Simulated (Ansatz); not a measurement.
## Run report: TaS2, band-structure calculation

TaS2 (3 atoms in the cell), computed with DFT, PBE, all-electron LAPW, scalar-relativistic, no spin polarisation (Ansatz 0.2.0).

The structure derives from an entry of the Crystallography Open Database. It belongs to a series of runs on one base structure; here: equal xx and yy strain of +1 %. Figures and captions count atoms from 1; the log counts them from 0 in places.

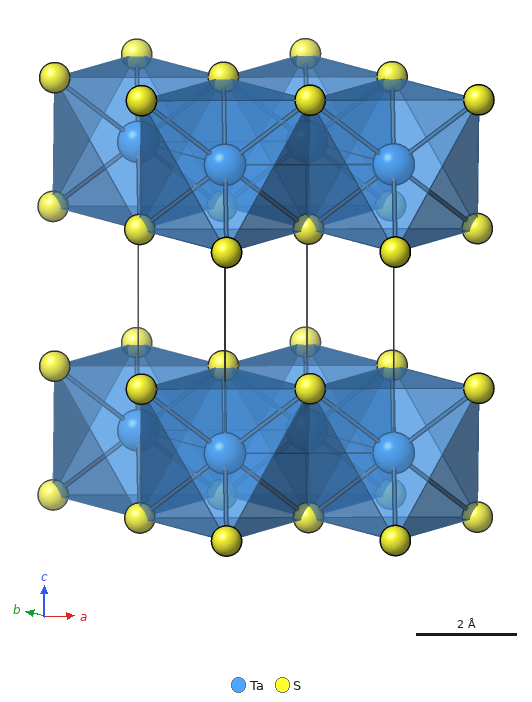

Fig. 1: The input geometry (polyhedral view of the cell of the calculation, seen at an oblique angle; polyhedra are completed across the faces of the cell).

Summary

```csv
quantity,value
outcome,converged
space group (tolerance 0.01 Å),P-3m1 (164)
electrons in bands (core shells apart),71
free energy,−446297.4725 eV
Fermi energy,12.906 eV
pressure,6.10 GPa
electronic character,metal
largest force (length of the vector),0.958 eV/Å
hardware,"1 thread of AMD EPYC (Zen 5), 176 GiB of memory available, shared host"
wall time,14 s
peak memory,0.47 GiB
```

Notes

Spin–orbit coupling is left out, which matters for Ta. The cell holds an odd number of electrons but the run has no spin polarisation, so it comes out as a metal.

Input
```yaml
crystal:
  lattice:
    - [3.3835021418, 0.0, 0.0]
    - [-1.6917510709, 2.9301988086, 0.0]
    - [0.0, 0.0, 5.86]
  atoms:
    - { symbol: Ta, position: [0.0, 0.0, 0.0] }
    - { symbol: S, position: [0.3333333333, 0.6666666667, 0.25] }
    - { symbol: S, position: [0.6666666667, 0.3333333333, 0.75] }
kpoints:
  mp_grid: { grid: [9, 9, 5] }
  band_path:
    path:
      - [0.0, 0.0, 0.0]
      - [0.5, 0.0, 0.0]
      - [0.3333333333, 0.3333333333, 0.0]
      - [0.0, 0.0, 0.0]
      - [0.0, 0.0, 0.5]
      - [0.5, 0.0, 0.5]
      - [0.3333333333, 0.3333333333, 0.5]
      - [0.0, 0.0, 0.5]
      - [0.5, 0.0, 0.5]
    npoints: 5
scf:
  occupations: { method: fermi_dirac, width: 0.03 }
hamiltonian:
  xc: pbe
  pseudopotentials: { kind: all_electron, lapw: { basis_error: 0.001 } }
output:
  forces: true
  stress: true
  eigenvalues: true
```

Launch command:
```bash
ansatz run input.yaml --threads 1 --pin off --max-ram 6144MiB --backend cpu --events-out ev --progress --plain --runs-dir out
```

What the program printed
```
LAPW: plane waves up to 8.533 Å⁻¹, error target 1.0e-3 eV per atom; small_component_spin mean_spin; S in spheres of 1.043 Å, 14 of its electrons in bands, Dirac shells []; Ta in spheres of 1.399 Å, 43 of its electrons in bands, Dirac shells [] (how accurate: hamiltonian.pseudopotentials.lapw.basis_error, Limitations)
Engine: ansatz 0.2.0, x86_64-unknown-linux-gnu
Pseudopotentials: kind: all_electron
Pseudopotential: Ta, LAPW, valence charge 43, lapw/all_electron/scalar/gaussian/Ta, Koelling and Harmon's equation, gaussian nucleus
Pseudopotential: S, LAPW, valence charge 14, lapw/all_electron/scalar/gaussian/S, Koelling and Harmon's equation, gaussian nucleus
Functional definition: PBE
  parameter kappa = 0.804
  parameter beta = 0.06672455060314922
  exchange = pbe_x(kappa = kappa, mu = beta*pi^2/3)
  correlation = pbe_c(beta = beta)
Crystal: 3 atoms, lattice volume = 58.098 Å³
Basis set: ecut = 277.4436068236859 eV, 597 PW (Γ), exchange–correlation at level 2
Bands: 43, of which v1, the nominal top of the filled ones, is band 36 counted from 1 (35 counted from 0)
Symmetry: 12 space group operations
Space group: P-3m1 (ITA 164), of the structure as read, at distance tolerance 3.9e-5 Å
k-points: 50 of 405
Non-local potential: Ta, projectors of the file, none
Non-local potential: S, projectors of the file, none
Initial density: superposition of atomic densities (chi_scale 0.1, normalization cell, long waves kept (reshape's long-wave potential 0.18 eV rms))
Initial wavefunctions: plane waves of lowest kinetic energy (no species holds an atomic orbital)
Functional: x = pbe(κ = 0.804, μ = 0.2195149727645171), c = pbe(β = 0.06672455060314922)
iter 1 solved again at ethr=2.07e-3 eV; its pass at ethr=1.00e-1 eV (dr2=1.47e0 eV) is discarded
SCF iter   1: F=—  HF=-446298.052925 eV  |F-HF|=—  |Δ(HF+E_count)|=         —  Δρ=4.49e-2  dr2=1.47e0  ethr=2.07e-3  ⟨swp⟩=2.0  Hψ=13917  notcnv=0
preconditioner: auto → LDOS  [insulator: Δε(μ)=0.088 eV  Ē_g=16.890 eV  σ=0.030 eV  W_gap=0.62  n_scr=22 (ndim 8)  ℏωp=27.1 eV  f_vac=0.135  D(μ)=1.00/eV (n_scr^D=2)  ε∞_Penn≈3.6  β→1.0]
SCF iter   2: F=—  HF=-446297.787914 eV  |F-HF|=—  |Δ(HF+E_count)|=   2.65e-1  Δρ=2.65e-2  dr2=4.48e-1  ethr=2.07e-3  ⟨swp⟩=3.0  Hψ=7080  notcnv=0
iter 3 solved again at ethr=4.95e-5 eV; its pass at ethr=6.31e-4 eV (dr2=3.51e-2 eV) is discarded
SCF iter   3: F=—  HF=-446297.517967 eV  |F-HF|=—  |Δ(HF+E_count)|=   2.70e-1  Δρ=6.46e-3  dr2=3.51e-2  ethr=4.95e-5  ⟨swp⟩=2.0  Hψ=11554  notcnv=0
SCF iter   4: F=—  HF=-446297.476094 eV  |F-HF|=—  |Δ(HF+E_count)|=         —  Δρ=3.03e-3  dr2=6.50e-3  ethr=4.95e-5  ⟨swp⟩=2.0  Hψ=6422  notcnv=0
the basis was enlarged: its passes take 542.9 KiB over the memory plan, 1 of 1 planned eigensolver slots
SCF iter   5: F=—  HF=-446297.472420 eV  |F-HF|=—  |Δ(HF+E_count)|=   3.67e-3  Δρ=6.71e-4  dr2=2.53e-4  ethr=9.15e-6  ⟨swp⟩=2.0  Hψ=6119  notcnv=0
SCF iter   6: F=—  HF=-446297.472500 eV  |F-HF|=—  |Δ(HF+E_count)|=   7.96e-5  Δρ=1.62e-4  dr2=1.60e-5  ethr=3.57e-7  ⟨swp⟩=2.2  Hψ=6104  notcnv=0
SCF iter   7: F=—  HF=-446297.472505 eV  |F-HF|=—  |Δ(HF+E_count)|=   4.87e-6  Δρ=2.24e-5  dr2=2.75e-7  ethr=2.25e-8  ⟨swp⟩=3.0  Hψ=6273  notcnv=0
SCF iter   8: F=-446297.472505 eV  HF=-446297.472505 eV  |F-HF|=1.01e-8  |Δ(HF+E_count)|=   7.35e-8  Δρ=4.12e-6  dr2=5.21e-9  ethr=3.88e-10  ⟨swp⟩=3.0  Hψ=6532  notcnv=0
SCF 1 converged in 8 iterations: F = -446297.472505 eV  dr2 = 5.21e-9
NSCF: frozen V_eff on 41 k-points
SCF converged after 8 iterations
Free energy (F): -446297.472505 eV
Harris-Foulkes:  -446297.472505 eV  (|F-HF|=1.01e-8)
Internal energy: -446297.465826 eV  (E = F + TS)
E sigma→0 (E₀):  -446297.469166 eV
Entropy (-TS):   -0.006679 eV (-2.226 meV/atom)
Fermi energy:    12.905623 eV
--- Per-component energies (eV) ---
  E_band       = -7010.525864
  E_kinetic    = 495763.730646
  E_xc         = -10020.626121
  E_electrostatic = -932040.570351  (all electrons and nuclei)
  E_smearing   = -0.006679  (= −TS)
  E_closure    = 0.000000  (closes the sum)
  E_atoms      = -446276.534439  (free atoms, spherical and without spin; not in F)
  Σ components = -446297.472505   (vs F -446297.472505, Δ=0.00e0)
  Basis errors (estimates in eV, not in F): energy 4.8e-4 per atom: plane waves 4.3e-4 (2.5e-4 summed), levels above the bands 4.2e-123, relativity 2.8e-8, radial functions 4.5e-5, core shells 2.6e-8; eigenvalues (radial functions only) 1.7e-6; not estimated: angular momenta, meshes, grids; target (lapw.basis_error) 1.0e-3; muffin-tin radii S 1.043 Å, Ta 1.399 Å
--- Forces (eV/Å), atoms counted from 1 ---
  atom   1  Ta     0.00000000    -0.00000000     0.00000000
  atom   2  S      0.00000000     0.00000000     0.95756542
  atom   3  S      0.00000000    -0.00000000    -0.95756542
  max |Σ_I F_I| component: 5.26e-31 eV/Å
--- Stress (GPa, compression-positive) ---
        4.221890       0.000000       0.000000
        0.000000       4.221890      -0.000000
        0.000000      -0.000000       9.868858
  P = ⅓ Tr σ = 6.1042 GPa (61.042 kbar)
--- Band table (eV; the first three rows and the last of 50) ---
  k-point 0: bands = ["-383.2861", "-383.2861", "-383.2581", "-204.8488", "-204.8488", "-204.8243", "-204.8179", "-204.8179", "-192.9481", "-192.9481", "-137.7236", "-137.7236", "-137.7236", "-137.7236", "-137.7105", "-137.7105", "-55.8941", "-22.3817", "-22.3651", "-22.3651", "-7.7610", "-7.7315", "-7.7141", "-7.7141", "-7.7039", "-7.6936", "-7.6936", "-2.1405", "-0.1006", "6.0424", "8.6432", "8.6432", "11.6001", "12.0402", "12.0402", "12.9140", "12.9140", "13.2466", "16.9036", "16.9036", "17.9960", "18.2702", "21.7130"]
  k-point 1: bands = ["-383.2861", "-383.2861", "-383.2581", "-204.8488", "-204.8488", "-204.8243", "-204.8179", "-204.8179", "-192.9481", "-192.9481", "-137.7236", "-137.7236", "-137.7236", "-137.7236", "-137.7106", "-137.7105", "-55.8941", "-22.3817", "-22.3651", "-22.3651", "-7.7610", "-7.7315", "-7.7142", "-7.7142", "-7.7039", "-7.6936", "-7.6936", "-2.0631", "-0.2585", "6.3803", "8.6533", "8.6533", "10.7948", "11.9913", "11.9913", "12.9041", "12.9041", "13.6972", "17.0412", "17.0412", "18.0168", "18.7956", "21.7974"]
  k-point 2: bands = ["-383.2861", "-383.2861", "-383.2581", "-204.8488", "-204.8488", "-204.8243", "-204.8179", "-204.8179", "-192.9481", "-192.9481", "-137.7236", "-137.7236", "-137.7236", "-137.7236", "-137.7106", "-137.7106", "-55.8941", "-22.3818", "-22.3651", "-22.3651", "-7.7610", "-7.7315", "-7.7142", "-7.7142", "-7.7039", "-7.6936", "-7.6936", "-1.9087", "-0.5339", "7.1038", "8.6700", "8.6700", "9.6492", "11.9147", "11.9147", "12.8875", "12.8875", "14.0695", "17.2773", "17.2773", "18.2402", "19.6653", "21.8888"]
  k-point 49: bands = ["-383.2861", "-383.2861", "-383.2581", "-204.8488", "-204.8488", "-204.8243", "-204.8179", "-204.8179", "-192.9481", "-192.9481", "-137.7237", "-137.7237", "-137.7237", "-137.7237", "-137.7105", "-137.7105", "-55.8813", "-22.5534", "-22.5534", "-22.3219", "-7.7499", "-7.7403", "-7.7128", "-7.7128", "-7.6989", "-7.6989", "-7.6940", "-0.0423", "-0.0423", "7.4040", "7.4040", "7.4494", "9.2201", "9.3766", "9.3766", "14.0636", "14.4060", "14.4060", "17.7888", "17.7888", "20.0137", "21.1458", "21.1458"]
```

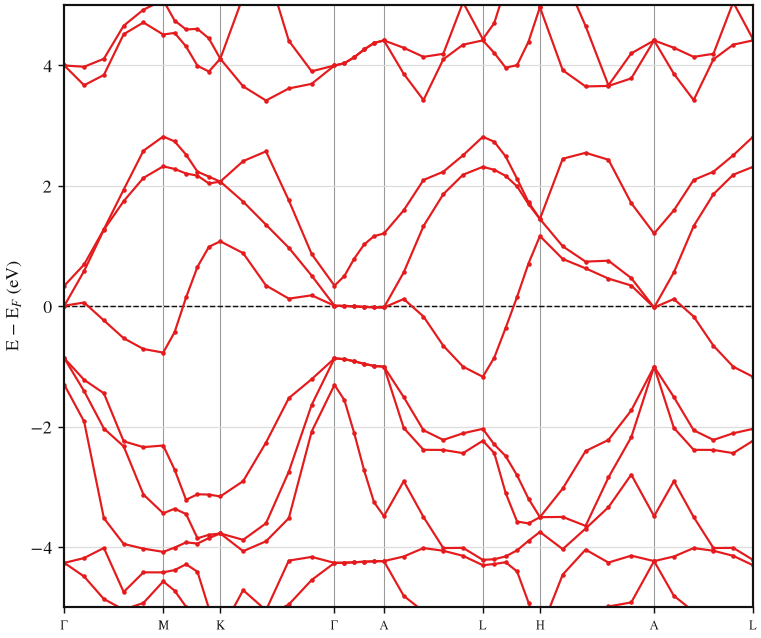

Fig. 2: Band structure along Γ–M–K–Γ–A–L–H–A–L, with energies from the Fermi level. Bands cross the Fermi level: a metal at this level of theory.

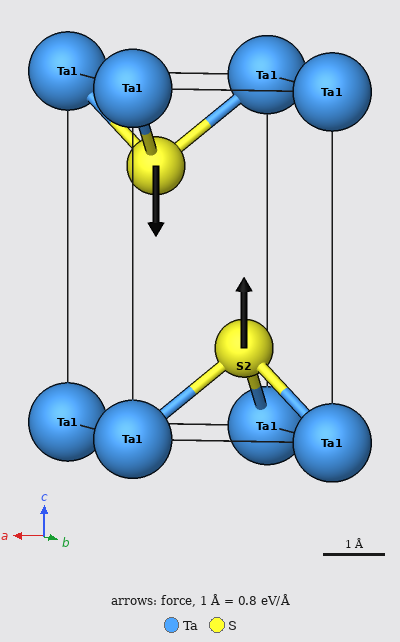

Fig. 3: Forces on the atoms as black arrows (ball-and-stick view of the cell of the calculation, seen at an oblique angle; atoms are numbered from 1 in the order of the input). The largest act on S2, S3 (0.96 eV/Å). The geometry is not a stationary point of this energy.
